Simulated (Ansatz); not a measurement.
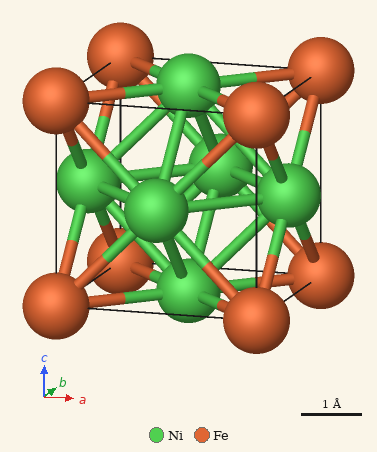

Solid FeNi3 (set up in Pm-3m), before the relaxation. Style: ball-and-stick. Shown: the cell of the calculation, slightly off an axis.

The run lets cell and atoms move.

All numbers below come from Kohn-Sham DFT of a periodic cell, PBEsol, Ansatz PAW earlier set (Ansatz 0.2.0).

The input:
```yaml
crystal:
  lattice:
    - [3.545, 0.0, 0.0]
    - [0.0, 3.545, 0.0]
    - [0.0, 0.0, 3.545]
  atoms:
    - { symbol: Ni, position: [0.5, 0.5, 0.0], spin: 1.0 }
    - { symbol: Ni, position: [0.5, 0.0, 0.5], spin: 1.0 }
    - { symbol: Ni, position: [0.0, 0.5, 0.5], spin: 1.0 }
    - { symbol: Fe, position: [0.0, 0.0, 0.0], spin: 3.0 }
hamiltonian:
  xc: pbesol
  pseudopotentials: { kind: paw, source: ansatz }
magnetization:
  spin_polarized: true
kpoints:
  mp_grid: { grid: [8, 8, 8] }
scf:
  occupations: { method: fermi_dirac, width: 0.05 }
output:
  forces: true
  stress: true
  eigenvalues: true
relax:
  f_tol: 0.01
  max_steps: 40
  cell: { stress_tol: 0.05 }
```

Launched with:
```bash
ansatz run input.yaml --threads 2 --pin off --max-ram 5632MiB --backend cpu --events-out ev --progress --plain --runs-dir out
```

Where does the relaxation end?

Answer. The energy falls by 16.1 meV per atom in 3 accepted moves (4 points after the start). All forces vanish by symmetry, so only the cell relaxes. The pressure goes from −9.45 to 0.00 GPa. The SCF was repeated once at an unchanged geometry on a basis and grid sized afresh for the cell, which shifted the energy by less than 0.05 meV per atom at most. No atom moves by more than 0.005 Å relative to the cell. The drawn cell changes as follows: a = b = c 3.545 → 3.489 Å (−1.6 %); the volume changes by −4.7 %. Near-neighbour distances that change, for instance: Fe–Ni 2.507 → 2.467 Å, Ni–Ni 2.507 → 2.467 Å. The space group stays Pm-3m (No. 221). The run took 73 s on 2 threads of Intel(R) Xeon(R) Platinum 8488C (Sapphire Rapids) (shared host), peak memory 0.7 GiB.

The end point in the same view:

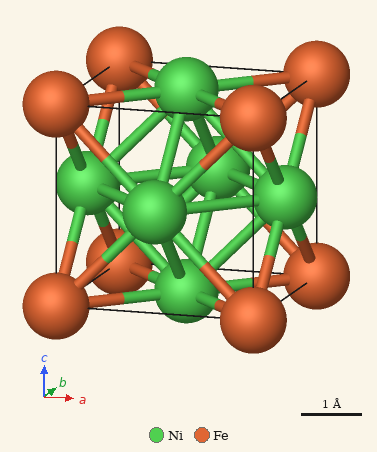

Limits of the set-up: only the magnetic order of this start and cell was tried (total moment 4.7 μB per cell).
